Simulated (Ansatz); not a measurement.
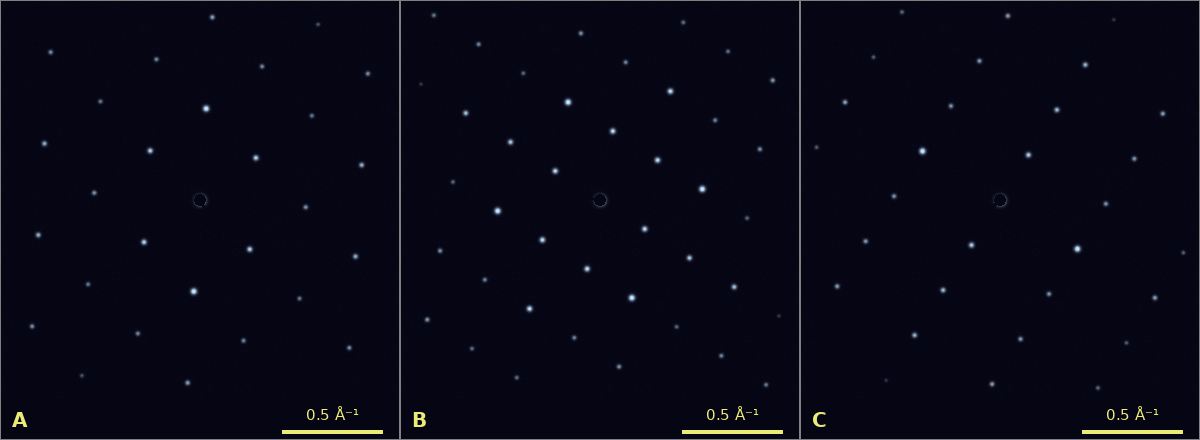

Simulated selected-area electron diffraction patterns (120 kV, kinematic approximation, thin crystal, B = 0.5 Å² for all atoms).

All three come from Mo, space group I4/mmm (No. 139), a = 3.088 Å, c = 7.505 Å. Structure: coordinates from a relaxation with Ansatz, DFT PBEsol, scalar-relativistic, plane waves, PAW; the starting structure was generated, so it need not be a known form of this composition.

Assign the zone axes [100], [110], [111] to A, B and C.

Answer. A is [111]: centred rectangular net of -1 0 1 at d = 2.86 Å and 0 -1 1 at d = 2.86 Å, at 81.7°. B is [100]: centred rectangular net of 0 0 2 at d = 3.75 Å and 0 1 1 at d = 2.86 Å, at 67.6°. C is [110]: rectangular net of 0 0 2 at d = 3.75 Å and 1 -1 0 at d = 2.18 Å, at 90.0°.
